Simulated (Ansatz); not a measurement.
**Mo6H: geometry relaxation (part 1 of 2)**

System: Mo6H (slab, 7 atoms in the cell).
Method: DFT PBE, scalar-relativistic, plane waves, PAW, PAW set soft_1, no spin polarisation (Ansatz 0.2.0).

The structure derives from an entry of the Crystallography Open Database. The input holds or restrains some coordinates. Figures and captions count atoms from 1; the log counts them from 0 in places.

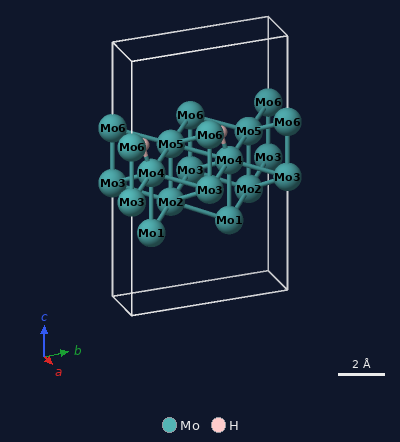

*The structure as given in the input (ball-and-stick view of the 1 × 2 repeat of the cell, with the vacuum cut short, seen slightly off an axis; atoms are numbered from 1 in the order of the input).*

### Results in brief

| quantity | value |
| --- | --- |
| outcome | converged under the restraints of the input |
| electrons treated | 85 |
| free energy | −29745.5182 eV |
| work function, top face | 3.72 eV |
| work function, bottom face | 3.73 eV |
| Fermi energy | 3.188 eV |
| gap on the k-point mesh | none (metallic) |
| final volume | 341.85 Å³ |
| work function (upper face) | 3.72 eV |
| largest force (length of the vector) at the end, held atoms and coordinates included | 1.420 eV/Å |
| hardware | 1 thread of Intel Xeon (Granite Rapids), 32 GiB of memory available, shared host |
| wall time | 93 s |
| peak memory | 0.64 GiB |

### Notes

Warnings of the run: the exchange-correlation potential is rough where the density is thin.

### The input
```yaml
crystal:
  lattice:
    - [4.4695765307, 0.0, 0.0]
    - [-2.2347882654, 3.8707668198, 0.0]
    - [0.0, 0.0, 19.759566735]
  atoms:
    - { symbol: Mo, position: [0.6666666667, 0.3333333333, 0.2024335884] }
    - { symbol: Mo, position: [0.3333333333, 0.6666666667, 0.2486060831] }
    - { symbol: Mo, position: [0.0, 0.0, 0.2947785777] }
    - { symbol: Mo, position: [0.6666666667, 0.3333333333, 0.3368821116] }
    - { symbol: Mo, position: [0.3333333333, 0.6666666667, 0.3779725564] }
    - { symbol: Mo, position: [0.0, 0.0, 0.4180034333] }
    - { symbol: H, position: [0.6666666667, 0.2222222222, 0.4026689231] }
basis:
  ecutwfc: 420
kpoints:
  mp_grid: { grid: [6, 6, 1] }
hamiltonian:
  xc: pbe
  pseudopotentials: { kind: paw, azcp: { folder: soft_1 } }
scf:
  occupations: { method: gaussian, width: 0.1 }
output:
  forces: true
  eigenvalues: true
  write_density: true
  write_potential: true
  elf: true
  volumetric_format: npy
relax:
  adjacent_minimum: "off"
  f_tol: 0.025
  max_steps: 16
  constraints: [{ sites: [0, 1, 2, 3, 4, 5] }, { sites: [6], fix: xy }]
efield:
  axis: 3
  dipole_correction: true
  ramp_width: 0.04
```

Command:
```bash
ansatz run input.yaml --threads 1 --pin off --max-ram 3072MiB --backend cpu --events-out ev --progress --plain --runs-dir out
```

### The program's output
```
Engine: ansatz 0.2.0, x86_64-unknown-linux-gnu
Pseudopotentials: kind: paw
Pseudopotential: Mo, paw, valence charge 14, recommended cutoff 420 eV (normal), [file]
Pseudopotential: H, paw, valence charge 1, recommended cutoff 420 eV (normal), [file]
Functional definition: PBE
  parameter kappa = 0.804
  parameter beta = 0.06672455060314922
  exchange = pbe_x(kappa = kappa, mu = beta*pi^2/3)
  correlation = pbe_c(beta = beta)
Crystal: 7 atoms, lattice volume = 341.854 Å³
Basis set: ecut = 420 eV, 6697 PW (Γ), exchange–correlation on 60×60×270 points (8 copies of the dense FFT grid, shifted against one another)
Bands: 51, of which v1, the nominal top of the filled ones, is band 43 counted from 1 (42 counted from 0)
Symmetry: 1 space group operations
Space group: P1 (ITA 1), of the structure as read, at distance tolerance 7.0e-5 Å
k-points: 20 of 36 (time reversal used)
Non-local potential: Mo, projectors of the file, l = 0: 3, l = 1: 2, l = 2: 2, l = 3: 1
Non-local potential: H, projectors of the file, l = 0: 2, l = 1: 1
PAW form: soft (Blöchl's): semilocal exchange-correlation on the pseudo side does not see the compensation charge
PAW one-centre angular grid: Mo, 590 points (default); XC on 64 Gauss nodes
PAW one-centre angular grid: H, 110 points (default); XC on 64 Gauss nodes
Initial density: superposition of atomic densities (neutral atoms: chi_scale 0, normalization atom)
Initial wavefunctions: pseudopotential atomic-orbital guess
Functional: x = pbe(κ = 0.804, μ = 0.2195149727645171), c = pbe(β = 0.06672455060314922)
SCF iter   1: F=—  HF=-29750.575807 eV  |F-HF|=—  |Δ(HF+E_count)|=         —  Δρ=6.14e-2  dr2=4.55e1  ethr=3.10e-3  p=0.000 e·Å  D=3.35e-6 V/Å  ΔV_dip=-0.00 eV  dr2_dipole=9.51e-1  V_vac-E_F(+/−)=5.87/5.87 eV  ⟨swp⟩=9.6  Hψ=4861  notcnv=0
efield: sawtooth ramp at fractional position 0.7902 (placed from the atoms, in the widest stretch of the axis that holds none; the zero of the levels goes with the place), width 0.0400; the density the first Hamiltonian is built on has a dipole p = 0.000 e·Å; the dipole correction subtracts the counter field D = 3.35e-6 V/Å, which shifts the + side's vacuum level by -0.00 eV against the − side's; the planar-averaged density in the ramp window peaks in size at 2.3e-6 e/Å³
preconditioner: auto → LDOS  [metal: Δε(μ)=0.004 eV  Ē_g=4.424 eV  σ=0.100 eV  W_gap=0.02  n_scr=66 (ndim 8)  ℏωp=12.2 eV  f_vac=0.602  D(μ)=9.06/eV (n_scr^D=66)  β→1.0]
SCF iter   2: F=—  HF=-29746.718051 eV  |F-HF|=—  |Δ(HF+E_count)|=    3.86e0  Δρ=4.76e-2  dr2=2.44e1  ethr=3.10e-3  p=-0.074 e·Å  D=-3.94e-2 V/Å  ΔV_dip=0.78 eV  dr2_dipole=2.47e0  V_vac-E_F(+/−)=3.92/3.14 eV  ⟨swp⟩=4.5  Hψ=2809  notcnv=0  defer=40
SCF iter   3: F=—  HF=-29744.006134 eV  |F-HF|=—  |Δ(HF+E_count)|=    2.71e0  Δρ=1.07e-2  dr2=1.76e0  ethr=3.10e-3  p=-0.002 e·Å  D=-1.10e-3 V/Å  ΔV_dip=0.02 eV  dr2_dipole=4.87e-2  V_vac-E_F(+/−)=4.37/4.35 eV  ⟨swp⟩=4.2  Hψ=2559  notcnv=0  defer=36
SCF iter   4: F=—  HF=-29743.851356 eV  |F-HF|=—  |Δ(HF+E_count)|=   1.55e-1  Δρ=3.05e-3  dr2=1.06e-1  ethr=2.08e-3  p=-0.005 e·Å  D=-2.84e-3 V/Å  ΔV_dip=0.06 eV  dr2_dipole=2.64e-5  V_vac-E_F(+/−)=4.07/4.02 eV  ⟨swp⟩=2.4  Hψ=1333  notcnv=0  defer=37
SCF iter   5: F=—  HF=-29743.834718 eV  |F-HF|=—  |Δ(HF+E_count)|=   1.66e-2  Δρ=1.65e-3  dr2=2.62e-2  ethr=1.25e-4  p=-0.005 e·Å  D=-2.80e-3 V/Å  ΔV_dip=0.06 eV  dr2_dipole=1.93e-4  V_vac-E_F(+/−)=3.91/3.85 eV  ⟨swp⟩=3.4  Hψ=2152  notcnv=0  defer=37
SCF iter   6: F=—  HF=-29743.833732 eV  |F-HF|=—  |Δ(HF+E_count)|=   9.86e-4  Δρ=7.21e-4  dr2=4.63e-3  ethr=3.08e-5  p=-0.004 e·Å  D=-2.25e-3 V/Å  ΔV_dip=0.04 eV  dr2_dipole=5.43e-5  V_vac-E_F(+/−)=3.82/3.78 eV  ⟨swp⟩=1.9  Hψ=1297  notcnv=0  defer=38
SCF iter   7: F=—  HF=-29743.833881 eV  |F-HF|=—  |Δ(HF+E_count)|=   1.48e-4  Δρ=2.81e-4  dr2=7.45e-4  ethr=5.45e-6  p=-0.004 e·Å  D=-1.98e-3 V/Å  ΔV_dip=0.04 eV  dr2_dipole=3.25e-5  V_vac-E_F(+/−)=3.76/3.72 eV  ⟨swp⟩=2.0  Hψ=1290  notcnv=0  defer=38
SCF iter   8: F=—  HF=-29743.833948 eV  |F-HF|=—  |Δ(HF+E_count)|=   6.69e-5  Δρ=1.63e-4  dr2=1.70e-4  ethr=8.76e-7  p=-0.004 e·Å  D=-1.99e-3 V/Å  ΔV_dip=0.04 eV  dr2_dipole=5.31e-6  V_vac-E_F(+/−)=3.73/3.69 eV  ⟨swp⟩=2.2  Hψ=1385  notcnv=0  defer=38
SCF iter   9: F=-29743.833966 eV  HF=-29743.833968 eV  |F-HF|=1.71e-6  |Δ(HF+E_count)|=   2.04e-5  Δρ=3.91e-5  dr2=1.11e-5  ethr=1.84e-8  p=-0.004 e·Å  D=-2.10e-3 V/Å  ΔV_dip=0.04 eV  dr2_dipole=3.12e-7  V_vac-E_F(+/−)=3.72/3.68 eV  ⟨swp⟩=25.1  Hψ=11845  notcnv=0
SCF 1 converged in 9 iterations: F = -29743.833966 eV  dr2 = 1.11e-5
  greatest PAW one-centre occupation: 0.999 electrons in one spin orbital (limit 2), on the Mo atom at site 4 (counted from 0), in its partial waves of l = 0
relax step   1: F+E_penalty+E_count = -29743.83396617 eV  Δ(F+E_penalty+E_count) = +0.000e0 eV  max|allowed force component| = 8.567e0 eV/Å  Δτ_max = 0.0000 Å  (9 SCF iters, dr2 threshold 1.56e-5 eV, accepted)
Initial density: handed on by an earlier stage of this run
Initial wavefunctions: those handed on with the density
iter 1 solved again at ethr=6.59e-4 eV; its pass at ethr=3.10e-3 eV (dr2=5.60e-1 eV) is discarded
SCF iter   1: F=—  HF=-29745.040679 eV  |F-HF|=—  |Δ(HF+E_count)|=         —  Δρ=9.12e-3  dr2=5.32e-1  ethr=6.59e-4  p=-0.004 e·Å  D=-2.11e-3 V/Å  ΔV_dip=0.04 eV  dr2_dipole=2.85e-2  V_vac-E_F(+/−)=3.71/3.67 eV  ⟨swp⟩=1.4  Hψ=3083  notcnv=0  defer=41
efield: sawtooth ramp at fractional position 0.7902 (handed on by an earlier solve), width 0.0400; the density the first Hamiltonian is built on has a dipole p = -0.004 e·Å; the dipole correction subtracts the counter field D = -2.11e-3 V/Å, which shifts the + side's vacuum level by +0.04 eV against the − side's; the planar-averaged density in the ramp window peaks in size at 1.5e-6 e/Å³
preconditioner: auto → LDOS  [metal: Δε(μ)=0.027 eV  Ē_g=3.681 eV  σ=0.100 eV  W_gap=0.15  n_scr=66 (ndim 8)  ℏωp=12.2 eV  f_vac=0.612  D(μ)=9.24/eV (n_scr^D=66)  β→1.0]
SCF iter   2: F=—  HF=-29745.011978 eV  |F-HF|=—  |Δ(HF+E_count)|=   2.87e-2  Δρ=5.42e-3  dr2=1.76e-1  ethr=6.25e-4  p=-0.002 e·Å  D=-1.26e-3 V/Å  ΔV_dip=0.02 eV  dr2_dipole=3.43e-3  V_vac-E_F(+/−)=3.70/3.68 eV  ⟨swp⟩=2.9  Hψ=1680  notcnv=0  defer=41
SCF iter   3: F=—  HF=-29744.986267 eV  |F-HF|=—  |Δ(HF+E_count)|=   2.57e-2  Δρ=1.66e-3  dr2=2.26e-2  ethr=2.07e-4  p=-0.002 e·Å  D=-8.48e-4 V/Å  ΔV_dip=0.02 eV  dr2_dipole=2.35e-3  V_vac-E_F(+/−)=3.70/3.69 eV  ⟨swp⟩=2.2  Hψ=1839  notcnv=0  defer=42
SCF iter   4: F=—  HF=-29744.984337 eV  |F-HF|=—  |Δ(HF+E_count)|=   1.93e-3  Δρ=3.60e-4  dr2=1.76e-3  ethr=2.66e-5  p=-0.001 e·Å  D=-4.88e-4 V/Å  ΔV_dip=0.01 eV  dr2_dipole=3.52e-4  V_vac-E_F(+/−)=3.70/3.69 eV  ⟨swp⟩=2.0  Hψ=1308  notcnv=0  defer=42
SCF iter   5: F=—  HF=-29744.984185 eV  |F-HF|=—  |Δ(HF+E_count)|=   1.52e-4  Δρ=1.51e-4  dr2=3.24e-4  ethr=2.07e-6  p=-0.000 e·Å  D=-1.97e-4 V/Å  ΔV_dip=0.00 eV  dr2_dipole=1.13e-4  V_vac-E_F(+/−)=3.69/3.69 eV  ⟨swp⟩=2.6  Hψ=1446  notcnv=0  defer=42
SCF iter   6: F=-29744.984111 eV  HF=-29744.984178 eV  |F-HF|=6.71e-5  |Δ(HF+E_count)|=   7.04e-6  Δρ=4.79e-5  dr2=5.08e-5  ethr=1.18e-7  p=0.000 e·Å  D=1.40e-4 V/Å  ΔV_dip=-0.00 eV  dr2_dipole=2.24e-5  V_vac-E_F(+/−)=3.69/3.69 eV  ⟨swp⟩=22.6  Hψ=11381  notcnv=0
SCF 2 converged in 6 iterations: F = -29744.984111 eV  dr2 = 5.08e-5
relax step   2: F+E_penalty+E_count = -29744.98411050 eV  Δ(F+E_penalty+E_count) = -1.150e0 eV  max|allowed force component| = 3.726e0 eV/Å  Δτ_max = 0.1950 Å  (6 SCF iters, dr2 threshold 1.00e-4 eV, accepted)
iter 1 solved again at ethr=3.36e-4 eV; its pass at ethr=3.10e-3 eV (dr2=2.86e-1 eV) is discarded
SCF iter   1: F=—  HF=-29745.466174 eV  |F-HF|=—  |Δ(HF+E_count)|=         —  Δρ=6.42e-3  dr2=2.74e-1  ethr=3.36e-4  p=0.000 e·Å  D=1.42e-4 V/Å  ΔV_dip=-0.00 eV  dr2_dipole=1.04e-2  V_vac-E_F(+/−)=3.68/3.68 eV  ⟨swp⟩=1.9  Hψ=3060  notcnv=0  defer=39
efield: sawtooth ramp at fractional position 0.7902 (handed on by an earlier solve), width 0.0400; the density the first Hamiltonian is built on has a dipole p = 0.000 e·Å; the dipole correction subtracts the counter field D = 1.42e-4 V/Å, which shifts the + side's vacuum level by -0.00 eV against the − side's; the planar-averaged density in the ramp window peaks in size at 2.6e-6 e/Å³
preconditioner: auto → LDOS  [metal: Δε(μ)=0.021 eV  Ē_g=3.675 eV  σ=0.100 eV  W_gap=0.12  n_scr=66 (ndim 8)  ℏωp=12.2 eV  f_vac=0.611  D(μ)=9.36/eV (n_scr^D=66)  β→1.0]
SCF iter   2: F=—  HF=-29745.446405 eV  |F-HF|=—  |Δ(HF+E_count)|=   1.98e-2  Δρ=3.68e-3  dr2=8.24e-2  ethr=3.22e-4  p=0.000 e·Å  D=1.95e-4 V/Å  ΔV_dip=-0.00 eV  dr2_dipole=2.20e-3  V_vac-E_F(+/−)=3.69/3.70 eV  ⟨swp⟩=2.5  Hψ=1636  notcnv=0  defer=39
SCF iter   3: F=—  HF=-29745.434169 eV  |F-HF|=—  |Δ(HF+E_count)|=   1.22e-2  Δρ=1.13e-3  dr2=1.01e-2  ethr=9.69e-5  p=0.001 e·Å  D=6.25e-4 V/Å  ΔV_dip=-0.01 eV  dr2_dipole=9.04e-4  V_vac-E_F(+/−)=3.69/3.70 eV  ⟨swp⟩=3.0  Hψ=2294  notcnv=0  defer=40
SCF iter   4: F=—  HF=-29745.433001 eV  |F-HF|=—  |Δ(HF+E_count)|=   1.17e-3  Δρ=2.70e-4  dr2=8.69e-4  ethr=1.19e-5  p=0.002 e·Å  D=8.12e-4 V/Å  ΔV_dip=-0.02 eV  dr2_dipole=1.32e-4  V_vac-E_F(+/−)=3.69/3.70 eV  ⟨swp⟩=2.0  Hψ=1286  notcnv=0  defer=40
SCF iter   5: F=—  HF=-29745.432950 eV  |F-HF|=—  |Δ(HF+E_count)|=   5.10e-5  Δρ=8.92e-5  dr2=1.05e-4  ethr=1.02e-6  p=0.002 e·Å  D=9.73e-4 V/Å  ΔV_dip=-0.02 eV  dr2_dipole=3.66e-5  V_vac-E_F(+/−)=3.69/3.71 eV  ⟨swp⟩=2.0  Hψ=1343  notcnv=0  defer=40
SCF iter   6: F=-29745.432928 eV  HF=-29745.432954 eV  |F-HF|=2.65e-5  |Δ(HF+E_count)|=   4.65e-6  Δρ=3.73e-5  dr2=2.34e-5  ethr=1.18e-7  p=0.002 e·Å  D=1.17e-3 V/Å  ΔV_dip=-0.02 eV  dr2_dipole=6.76e-6  V_vac-E_F(+/−)=3.69/3.71 eV  ⟨swp⟩=21.6  Hψ=10860  notcnv=0
SCF 3 converged in 6 iterations: F = -29745.432928 eV  dr2 = 2.34e-5
  greatest PAW one-centre occupation: 0.999 electrons in one spin orbital (limit 2), on the Mo atom at site 1 (counted from 0), in its partial waves of l = 0
relax step   3: F+E_penalty+E_count = -29745.43292797 eV  Δ(F+E_penalty+E_count) = -4.488e-1 eV  max|allowed force component| = 1.155e0 eV/Å  Δτ_max = 0.1950 Å  (6 SCF iters, dr2 threshold 1.00e-4 eV, accepted)
iter 1 solved again at ethr=1.75e-4 eV; its pass at ethr=3.10e-3 eV (dr2=1.49e-1 eV) is discarded
SCF iter   1: F=—  HF=-29745.534548 eV  |F-HF|=—  |Δ(HF+E_count)|=         —  Δρ=4.64e-3  dr2=1.43e-1  ethr=1.75e-4  p=0.002 e·Å  D=1.17e-3 V/Å  ΔV_dip=-0.02 eV  dr2_dipole=2.26e-3  V_vac-E_F(+/−)=3.68/3.71 eV  ⟨swp⟩=2.0  Hψ=3354  notcnv=0  defer=37
efield: sawtooth ramp at fractional position 0.7902 (handed on by an earlier solve), width 0.0400; the density the first Hamiltonian is built on has a dipole p = 0.002 e·Å; the dipole correction subtracts the counter field D = 1.17e-3 V/Å, which shifts the + side's vacuum level by -0.02 eV against the − side's; the planar-averaged density in the ramp window peaks in size at 2.6e-6 e/Å³
preconditioner: auto → LDOS  [metal: Δε(μ)=0.016 eV  Ē_g=3.664 eV  σ=0.100 eV  W_gap=0.09  n_scr=66 (ndim 8)  ℏωp=12.2 eV  f_vac=0.609  D(μ)=9.60/eV (n_scr^D=68)  β→1.0]
SCF iter   2: F=—  HF=-29745.520030 eV  |F-HF|=—  |Δ(HF+E_count)|=   1.45e-2  Δρ=2.31e-3  dr2=3.12e-2  ethr=1.69e-4  p=-0.000 e·Å  D=-7.01e-5 V/Å  ΔV_dip=0.00 eV  dr2_dipole=1.21e-3  V_vac-E_F(+/−)=3.72/3.72 eV  ⟨swp⟩=2.0  Hψ=1591  notcnv=0  defer=37
SCF iter   3: F=—  HF=-29745.515735 eV  |F-HF|=—  |Δ(HF+E_count)|=   4.29e-3  Δρ=7.88e-4  dr2=4.48e-3  ethr=3.67e-5  p=0.000 e·Å  D=1.23e-4 V/Å  ΔV_dip=-0.00 eV  dr2_dipole=1.92e-4  V_vac-E_F(+/−)=3.72/3.73 eV  ⟨swp⟩=2.3  Hψ=1914  notcnv=0  defer=35
SCF iter   4: F=—  HF=-29745.515038 eV  |F-HF|=—  |Δ(HF+E_count)|=   6.97e-4  Δρ=1.72e-4  dr2=3.15e-4  ethr=5.27e-6  p=-0.000 e·Å  D=-9.16e-6 V/Å  ΔV_dip=0.00 eV  dr2_dipole=2.07e-5  V_vac-E_F(+/−)=3.73/3.73 eV  ⟨swp⟩=2.5  Hψ=1821  notcnv=0  defer=35
SCF iter   5: F=-29745.515002 eV  HF=-29745.515019 eV  |F-HF|=1.69e-5  |Δ(HF+E_count)|=   1.93e-5  Δρ=5.57e-5  dr2=2.87e-5  ethr=1.18e-7  p=-0.000 e·Å  D=-3.48e-5 V/Å  ΔV_dip=0.00 eV  dr2_dipole=4.78e-6  V_vac-E_F(+/−)=3.73/3.73 eV  ⟨swp⟩=23.5  Hψ=11282  notcnv=0
SCF 4 converged in 5 iterations: F = -29745.515002 eV  dr2 = 2.87e-5
relax step   4: F+E_penalty+E_count = -29745.51500222 eV  Δ(F+E_penalty+E_count) = -8.207e-2 eV  max|allowed force component| = 1.720e-1 eV/Å  Δτ_max = 0.2000 Å  (5 SCF iters, dr2 threshold 1.00e-4 eV, accepted)
SCF iter   1: F=—  HF=-29745.518271 eV  |F-HF|=—  |Δ(HF+E_count)|=         —  Δρ=1.12e-3  dr2=7.35e-3  ethr=1.21e-4  p=-0.000 e·Å  D=-3.63e-5 V/Å  ΔV_dip=0.00 eV  dr2_dipole=1.69e-5  V_vac-E_F(+/−)=3.73/3.73 eV  ⟨swp⟩=2.0  Hψ=1840  notcnv=0  defer=18
efield: sawtooth ramp at fractional position 0.7902 (handed on by an earlier solve), width 0.0400; the density the first Hamiltonian is built on has a dipole p = -0.000 e·Å; the dipole correction subtracts the counter field D = -3.63e-5 V/Å, which shifts the + side's vacuum level by +0.00 eV against the − side's; the planar-averaged density in the ramp window peaks in size at 1.9e-6 e/Å³
preconditioner: auto → LDOS  [metal: Δε(μ)=0.021 eV  Ē_g=3.676 eV  σ=0.100 eV  W_gap=0.12  n_scr=66 (ndim 8)  ℏωp=12.2 eV  f_vac=0.610  D(μ)=9.09/eV (n_scr^D=66)  β→1.0]
SCF iter   2: F=—  HF=-29745.517340 eV  |F-HF|=—  |Δ(HF+E_count)|=   9.30e-4  Δρ=5.54e-4  dr2=2.18e-3  ethr=8.65e-6  p=0.001 e·Å  D=4.65e-4 V/Å  ΔV_dip=-0.01 eV  dr2_dipole=1.41e-4  V_vac-E_F(+/−)=3.72/3.73 eV  ⟨swp⟩=3.0  Hψ=1601  notcnv=0  defer=19
SCF iter   3: F=—  HF=-29745.517052 eV  |F-HF|=—  |Δ(HF+E_count)|=   2.88e-4  Δρ=1.85e-4  dr2=2.42e-4  ethr=2.56e-6  p=0.001 e·Å  D=4.55e-4 V/Å  ΔV_dip=-0.01 eV  dr2_dipole=3.40e-6  V_vac-E_F(+/−)=3.72/3.73 eV  ⟨swp⟩=2.6  Hψ=1692  notcnv=0  defer=19
SCF iter   4: F=—  HF=-29745.517414 eV  |F-HF|=—  |Δ(HF+E_count)|=   3.63e-4  Δρ=3.88e-5  dr2=1.35e-5  ethr=2.85e-7  p=0.001 e·Å  D=5.31e-4 V/Å  ΔV_dip=-0.01 eV  dr2_dipole=1.22e-8  V_vac-E_F(+/−)=3.72/3.73 eV  ⟨swp⟩=3.7  Hψ=2035  notcnv=0  defer=19
SCF iter   5: F=-29745.517414 eV  HF=-29745.517414 eV  |F-HF|=2.18e-7  |Δ(HF+E_count)|=   5.53e-8  Δρ=1.36e-5  dr2=9.08e-7  ethr=2.18e-9  p=0.001 e·Å  D=5.67e-4 V/Å  ΔV_dip=-0.01 eV  dr2_dipole=2.08e-8  V_vac-E_F(+/−)=3.72/3.73 eV  ⟨swp⟩=21.5  Hψ=9951  notcnv=0
SCF 5 converged in 5 iterations: F = -29745.517414 eV  dr2 = 9.08e-7
  Residual-converged pass: ⟨swp⟩=1.0  Hψ=1100  notcnv=0  max |occ|·‖R‖ = 6.9e-9 eV (tolerance 1.0e-8 eV)  dr2=9.08e-7  dr2_onsite=1.03e-8  max |Δocc| = 5.5e-10
relax step   5: F+E_penalty+E_count = -29745.51741446 eV  Δ(F+E_penalty+E_count) = -2.412e-3 eV  max|allowed force component| = 9.288e-2 eV/Å  Δτ_max = 0.0537 Å  (5 SCF iters, dr2 threshold 1.85e-6 eV, accepted)
SCF iter   1: F=—  HF=-29745.517950 eV  |F-HF|=—  |Δ(HF+E_count)|=         —  Δρ=3.67e-4  dr2=8.41e-4  ethr=8.76e-6  p=0.001 e·Å  D=5.67e-4 V/Å  ΔV_dip=-0.01 eV  dr2_dipole=8.37e-6  V_vac-E_F(+/−)=3.72/3.73 eV  ⟨swp⟩=2.0  Hψ=1717  notcnv=0  defer=2
efield: sawtooth ramp at fractional position 0.7902 (handed on by an earlier solve), width 0.0400; the density the first Hamiltonian is built on has a dipole p = 0.001 e·Å; the dipole correction subtracts the counter field D = 5.67e-4 V/Å, which shifts the + side's vacuum level by -0.01 eV against the − side's; the planar-averaged density in the ramp window peaks in size at 1.9e-6 e/Å³
preconditioner: auto → LDOS  [metal: Δε(μ)=0.010 eV  Ē_g=3.672 eV  σ=0.100 eV  W_gap=0.06  n_scr=66 (ndim 8)  ℏωp=12.2 eV  f_vac=0.610  D(μ)=9.23/eV (n_scr^D=66)  β→1.0]
SCF iter   2: F=—  HF=-29745.517844 eV  |F-HF|=—  |Δ(HF+E_count)|=   1.06e-4  Δρ=1.88e-4  dr2=2.42e-4  ethr=9.90e-7  p=0.001 e·Å  D=4.60e-4 V/Å  ΔV_dip=-0.01 eV  dr2_dipole=1.34e-5  V_vac-E_F(+/−)=3.72/3.73 eV  ⟨swp⟩=3.0  Hψ=1601  notcnv=0  defer=2
SCF iter   3: F=—  HF=-29745.517820 eV  |F-HF|=—  |Δ(HF+E_count)|=   2.40e-5  Δρ=6.25e-5  dr2=2.81e-5  ethr=2.85e-7  p=0.001 e·Å  D=4.77e-4 V/Å  ΔV_dip=-0.01 eV  dr2_dipole=6.69e-7  V_vac-E_F(+/−)=3.72/3.73 eV  ⟨swp⟩=2.8  Hψ=1728  notcnv=0  defer=2
SCF iter   4: F=—  HF=-29745.518220 eV  |F-HF|=—  |Δ(HF+E_count)|=   3.99e-4  Δρ=1.28e-5  dr2=1.62e-6  ethr=3.31e-8  p=0.001 e·Å  D=4.66e-4 V/Å  ΔV_dip=-0.01 eV  dr2_dipole=1.54e-8  V_vac-E_F(+/−)=3.72/3.73 eV  ⟨swp⟩=3.8  Hψ=2090  notcnv=0  defer=2
SCF iter   5: F=—  HF=-29745.518220 eV  |F-HF|=—  |Δ(HF+E_count)|=   8.75e-8  Δρ=4.31e-6  dr2=1.06e-7  ethr=1.91e-9  p=0.001 e·Å  D=4.64e-4 V/Å  ΔV_dip=-0.01 eV  dr2_dipole=2.79e-9  V_vac-E_F(+/−)=3.72/3.73 eV  ⟨swp⟩=2.0  Hψ=1407  notcnv=0  defer=2
SCF iter   6: F=-29745.518220 eV  HF=-29745.518220 eV  |F-HF|=1.65e-8  |Δ(HF+E_count)|=   7.35e-8  Δρ=1.90e-6  dr2=3.95e-8  ethr=1.18e-10  p=0.001 e·Å  D=4.64e-4 V/Å  ΔV_dip=-0.01 eV  dr2_dipole=1.56e-9  V_vac-E_F(+/−)=3.72/3.73 eV  ⟨swp⟩=17.8  Hψ=8364  notcnv=0
SCF 6 converged in 6 iterations: F = -29745.518220 eV  dr2 = 3.95e-8
relax step   6: F+E_penalty+E_count = -29745.51821989 eV  Δ(F+E_penalty+E_count) = -8.054e-4 eV  max|allowed force component| = 2.379e-3 eV/Å  Δτ_max = 0.0171 Å  (6 SCF iters, accepted)
```
